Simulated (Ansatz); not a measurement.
Input of the run:

```
crystal:
  lattice:
    - [0.0, 2.6365690014, 2.6365690014]
    - [2.6365690014, 0.0, 2.6365690014]
    - [2.6365690014, 2.6365690014, 0.0]
  atoms:
    - { symbol: Gd, position: [0.0, 0.0, 0.0], spin: 7.45 }
    - { symbol: "N", position: [0.25, 0.25, 0.25] }
basis:
  ecutwfc: 420
  ecutrho_ratio: 4
kpoints:
  mp_grid: { grid: [10, 10, 10] }
  band_path:
    path:
      - [[0.0, 0.0, 0.0], [-0.5, -0.5, 0.0], [-0.375, -0.375, 0.25]]
      - [[-0.375, 0.0, 0.375], [0.0, 0.0, 0.0], [0.0, 0.0, 0.5], [-0.5, -0.25, 0.25], [-0.5, -0.5, 0.0]]
    npoints: 14
hamiltonian:
  xc: pbesol
scf:
  occupations: { method: gaussian, width: 0.05 }
  lower_state_search: "off"
  n_extra_bands: 16
output:
  forces: true
  stress: true
  eigenvalues: true
  populations: true
  hubbard: { sites: [{ species: Gd, l: f }] }
  dos: { projected: true, de: 0.02, nscf_kmesh: { grid: [15, 15, 15] } }
  bader: false
magnetization:
  spin_polarized: true
checkpoint:
  read: start.run
  write: ck
  compress: false
  write_wavefunctions: false
  write_every: 100000
```

How will the Gd f shell be filled?

Counting eigenvalues over 0.6 as filled, Gd has 7 filled f states (f⁷), 7 up and 0 down; the eigenvalues sum to 7.1.

The structure was built from a prototype or by substitution, so it need not be a known phase. Spin-orbit coupling is left out, which matters for Gd. Open shells can settle in several states, and this one need not be the lowest.

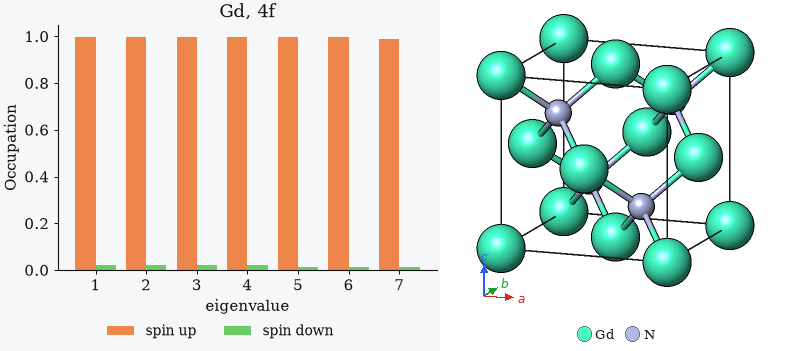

Eigenvalues of the local occupation matrix of the f shell (Löwdin-orthogonalised atomic projectors). The structure is drawn too.

Simulated data, not a measurement (program: Ansatz).
